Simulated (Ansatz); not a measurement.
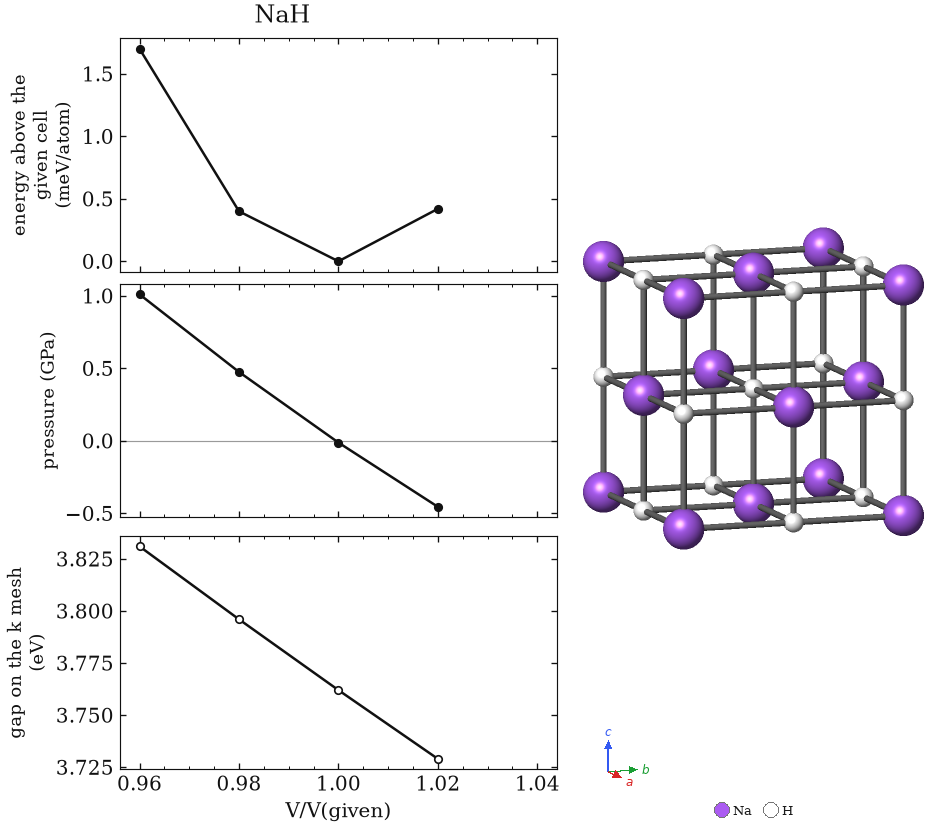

The picture above shows the energy above the given cell, pressure and gap on the k mesh against V/V(given) for NaH, space group Fm-3m (No. 225). The conventional cell is drawn beside the plot.

Structure:
```yaml
crystal:
  lattice:
    - [0.00000, 2.41637, 2.41637]
    - [2.41637, 0.00000, 2.41637]
    - [2.41637, 2.41637, 0.00000]
  atoms:
    - { symbol: Na, position: [0.00000, 0.00000, 0.00000] }
    - { symbol: H, position: [0.50000, 0.50000, 0.50000] }
```

Method: plane-wave density functional theory, PAW datasets, Gaussian smearing 0.05 eV: equation of state, the given cell scaled in volume with shape and atoms relaxed at each volume; third-order Birch-Murnaghan fit (Ansatz 0.2.0). Level: PBE, no spin polarisation.

PAW set soft_2; wave cutoff 420 eV; k mesh 12×12×12.

V(given) is 14.11 Å³/atom.

The point at V/V(given) 1.04 is left out of the plot. What does the calculation give there?

```csv
V/V(given),energy above the given cell (meV/atom),pressure (GPa),gap on the k mesh (eV)
1.04,1.58,-0.858,3.697
```
